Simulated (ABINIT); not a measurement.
## Geometry relaxation of CdS (part 4 of 4)

The same run, continued: CdS (P6₃mc, 4 atoms in the cell); Kohn-Sham DFT of a periodic cell, LDA, PseudoDojo NC SR LDA v0.4.1 standard, no spin polarisation (ABINIT 10.8.3); cutoff 1278.94 eV, 5×5×3 k-mesh, fermi-dirac of 0.05 eV. The structure derives from an entry of the Crystallography Open Database.

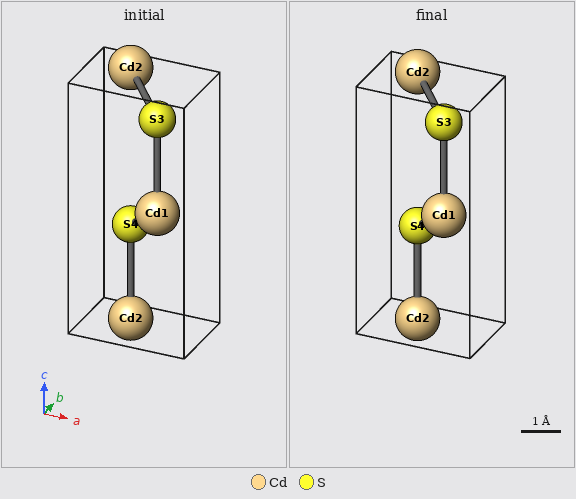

Figure 1. Before (left) and after (right) the relaxation, at one scale (ball-and-stick view of the cell of the calculation, seen slightly off an axis). The largest moves relative to the cell, 0.004 Å, are those of Cd1, Cd2, S3 and S4. Largest moves by element: S 0.004 Å, Cd 0.004 Å. The volume changes by −5.0 %, with a = b 4.150 → 4.077 Å (−1.8 %), c 6.737 → 6.635 Å (−1.5 %). Distances before and after: Cd1–S4 2.540 → 2.493 Å, Cd1–S3 2.526 → 2.497 Å. The space group stays P6_3mc (No. 186). After 6 geometry steps the energy has fallen by 12.6 meV per atom. Largest force component: 0.058 eV/Å at the start, 0.00013 eV/Å at the end. (Atoms are counted from 1 in the order of the input.)

This output came from the following input.

The input
```
# Pseudopotentials
pp_dirpath "./"
pseudos "Cd.upf, S.upf"

# Structure
acell 3*1.0 Angstrom
rprim
     4.1500000000     0.0000000000     0.0000000000
    -2.0750000000     3.5940054257     0.0000000000
     0.0000000000     0.0000000000     6.7370000000
ntypat 2
znucl 48 16
natom 4
typat 1 1 2 2
chkprim 0
chksymtnons 0
tolsym 1.0e-6
xred
            2/3            1/3            1/2
            1/3            2/3            0.0
            2/3            1/3            7/8
            1/3            2/3            3/8

# Plane-wave basis
ecut 47.0
ecutsm 0.5

# k points
kptopt 1
ngkpt 5 5 3
nshiftk 1
shiftk 0.0 0.0 0.0

# Exchange and correlation
ixc 7

# Bands and occupations
nband 32
occopt 3
tsmear 0.05 eV

# SCF cycle
nstep 80
tolvrs 1.0e-12

# Output
iomode 3
prteig 0
prtebands 0
prtwf 0
prtden 0

# Relaxation
ionmov 22
optcell 2
ntime 50
tolmxf 2.0e-5
dilatmx 1.08
```

Run as:
```bash
abinit run.abi > log 2>&1
```

Results in brief

- outcome: converged
- space group (tolerance 0.01 Å): P6₃mc (186)
- electrons treated: 52
- free energy: −10143.8113 eV
- Fermi energy: 5.094 eV
- gap on the k-point mesh: 1.02 eV
- pressure: 0.00 GPa
- final volume: 95.50 Å³
- largest force (length of the vector) at the end: under 0.001 eV/Å
- final cell: a = 4.077 Å, b = 4.077 Å, c = 6.635 Å, α = 90.00°, β = 90.00°, γ = 120.00°
- hardware: 1 thread of Arm Neoverse V2, 24 GiB of memory available, shared host
- wall time: 20 min
- peak memory: 0.18 GiB
